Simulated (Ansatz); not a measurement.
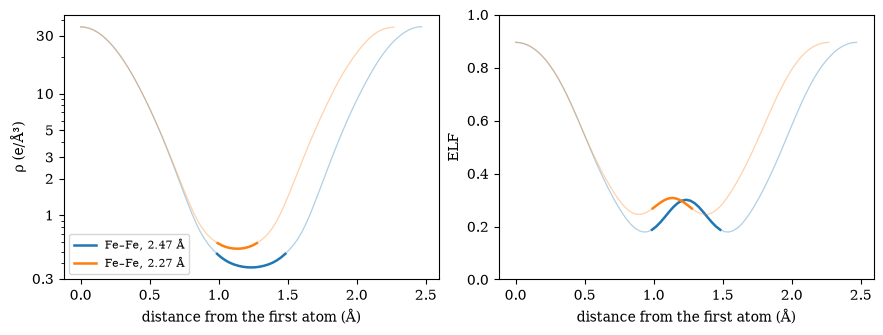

*Fe. Valence pseudo-density and electron localisation function along straight lines between neighbouring atoms. Thin, pale parts lie inside the atomic spheres.*

Space group P6/mmm; set up as Fe, omega (AlB2-type); a generated structure, not necessarily the stable one; changed on purpose from its base cell (volume × 1.04); computed pressure about −9 GPa in this cell; computed without spin polarisation.

These are results of Ansatz 0.2.0, DFT, revPBE, plane waves (420 eV) with PAW, scalar-relativistic, not measurements.

The density is the valence pseudo-density of a PAW calculation; it isn't the true density close to the nuclei.

Compare the contacts.

Fe–Fe (2.47 Å): ρ is about 0.37 e/Å³ halfway; the ELF is about 0.30 at the midpoint.
Fe–Fe (2.27 Å): ρ is about 0.53 e/Å³ halfway; the ELF is about 0.30 at the midpoint.
